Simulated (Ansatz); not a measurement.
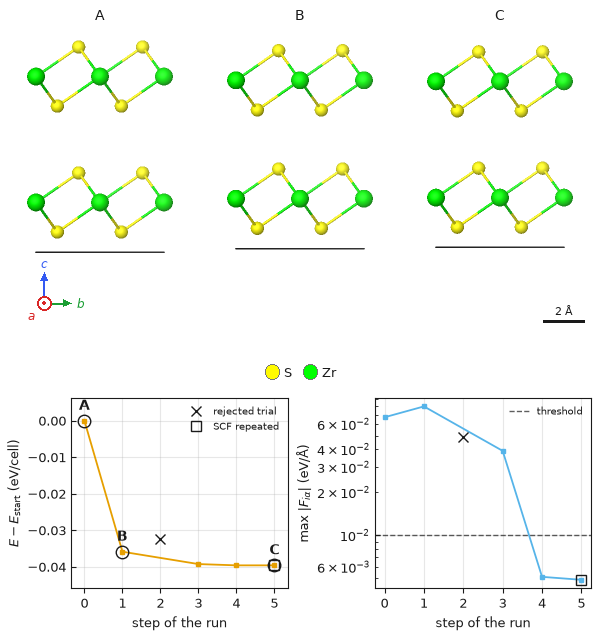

Frames of a constrained relaxation of a slab of composition ZrS$_{2}$, marked on the history of the run. The picture is a ball-and-stick view of the 2 × 2 repeat of the cell, outlined in the plane, without the vacuum, seen along the a axis.

Case: bilayer, upper layer shifted by (0, 0).

Theory: Ansatz, DFT PBE+D3(BJ), scalar-relativistic, plane waves, PAW.

Input file:
```yaml
crystal:
  lattice:
    - [3.6481572915, 0.0, 0.0]
    - [-1.8240786457, 3.1593968914, 0.0]
    - [0.0, 0.0, 44.2705330929]
  atoms:
    - { symbol: S, position: [0.6666666667, 0.3333333333, 0.3968245252] }
    - { symbol: Zr, position: [0.0, 0.0, 0.4297768421] }
    - { symbol: S, position: [0.3333333333, 0.6666666667, 0.462729159] }
    - { symbol: S, position: [0.6666666667, 0.3333333333, 0.537270841] }
    - { symbol: Zr, position: [0.0, 0.0, 0.5702231579] }
    - { symbol: S, position: [0.3333333333, 0.6666666667, 0.6031754748] }
  periodic: [true, true, false]
basis:
  ecutwfc: 420
kpoints:
  mp_grid: { grid: [12, 12, 1] }
  band_path:
    path:
      - [0, 0, 0]
      - [0.5, 0, 0]
      - [0.3333333333333, 0.3333333333333, 0]
      - [0, 0, 0]
    npoints: 8
hamiltonian:
  xc: pbe
  dispersion: d3bj
scf:
  occupations: { method: gaussian, width: 0.02 }
output:
  forces: true
  stress: true
  eigenvalues: true
  write_density: true
  write_potential: true
  elf: true
  volumetric_format: npy
relax:
  adjacent_minimum: "off"
  f_tol: 0.01
  max_steps: 50
  constraints: [{ sites: [0, 3], fix: xy }]
```

Launched with:
```bash
ansatz run input.yaml --threads 2 --pin off --max-ram 5120MiB --backend cpu --events-out ev --progress --plain --runs-dir out
```

What happens along the run?

Over 3 accepted moves (5 points after the start) the energy falls by 39.6 meV per cell of the calculation. Largest force component: 0.067 eV/Å at the start, 0.0049 eV/Å at the end. The line search rejected the trial step at point 2 of the run. 1 step only repeated the SCF at the same geometry. The largest moves relative to the layer's centre, 0.24 Å, are those of S1, Zr2, Zr5 and S6. S6 goes along the normal (−c). By element the largest moves are S 0.24 Å, Zr 0.24 Å. The cell stays as it was. The run took 100 s on 2 threads of Intel(R) Xeon(R) Platinum 8259CL CPU @ 2.50GHz (Skylake/Cascade Lake), on a shared host, peak memory 0.83 GiB. From step 0 to 1: Zr and S atoms move most (0.19 Å), energy −35.8 meV per cell of the calculation. From step 1 to 5: S atoms move most (0.06 Å), energy −3.7 meV per cell of the calculation.

```csv
step,"E − E(0), meV/atom","largest force component, eV/Å",note
0,0.00,0.0671,
1,-5.97,0.0799,
2,-5.39,0.0490,rejected
3,-6.53,0.0390,
4,-6.59,0.0051,
5,-6.59,0.0049,"same geometry, SCF repeated"
```
